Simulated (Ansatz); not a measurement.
Input

```
crystal:
  lattice:
    - [0.0, 2.1315, 2.08075]
    - [2.1315, 0.0, 2.08075]
    - [2.1315, 2.1315, 0.0]
  atoms:
    - { symbol: Ti, position: [0.0, 0.0, 0.0] }
basis:
  ecutwfc: 500
kpoints:
  mp_grid: { grid: [20, 20, 20] }
hamiltonian:
  xc: r2scan
scf:
  occupations: { method: gaussian, width: 0.15 }
output:
  forces: true
  stress: true
  eigenvalues: true
  write_density: true
  write_potential: true
  elf: true
  volumetric_format: npy
```

Run with:

```sh
ansatz run input.yaml --threads 1 --pin off --max-ram 2560MiB --backend cpu --events-out ev --progress --plain --runs-dir out
```

Below, planes, directions and counts refer to the conventional cell (a = 3.01 Å, b = 3.01 Å, c = 4.16 Å, α = 90.00°, β = 90.00°, γ = 90.00°).

Space group I4/mmm; changed on purpose from its base cell (strain +0.050 along x and y, +0.025 along z, atoms carried along); computed pressure about −8 GPa in this cell; computed without spin polarisation.

Method: Ansatz 0.2.0, DFT r2SCAN, scalar-relativistic, plane waves, PAW.

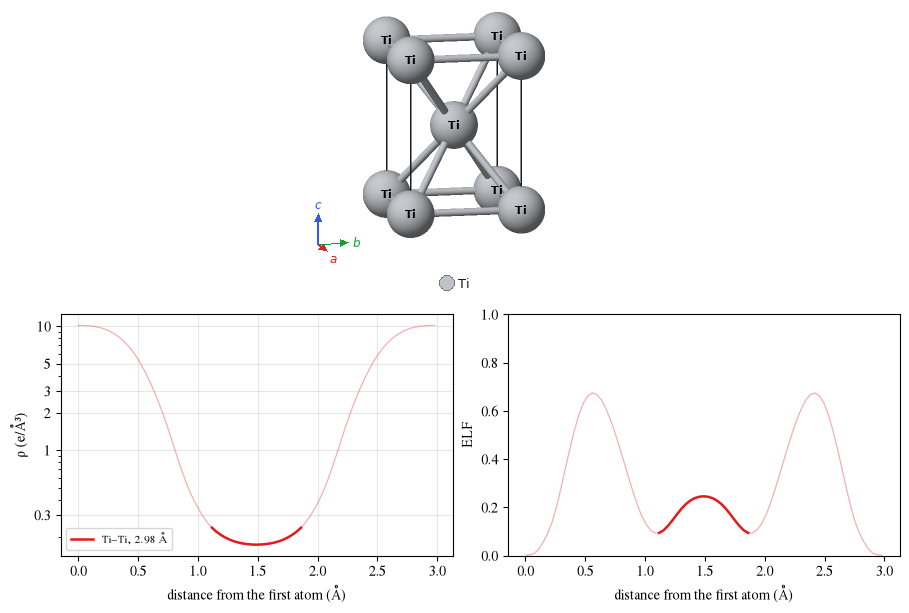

Ti. Valence electron density and electron localisation function along straight lines between neighbouring atoms. Thin, pale parts lie inside the atomic spheres. The structure is drawn too.

The density is the valence pseudo-density of a PAW calculation; it isn't the true density close to the nuclei.

What can be read from the curves?

Ti–Ti (2.98 Å): ρ is about 0.17 e/Å³ halfway; the ELF is about 0.25 at the midpoint: no localised pair shows between them.
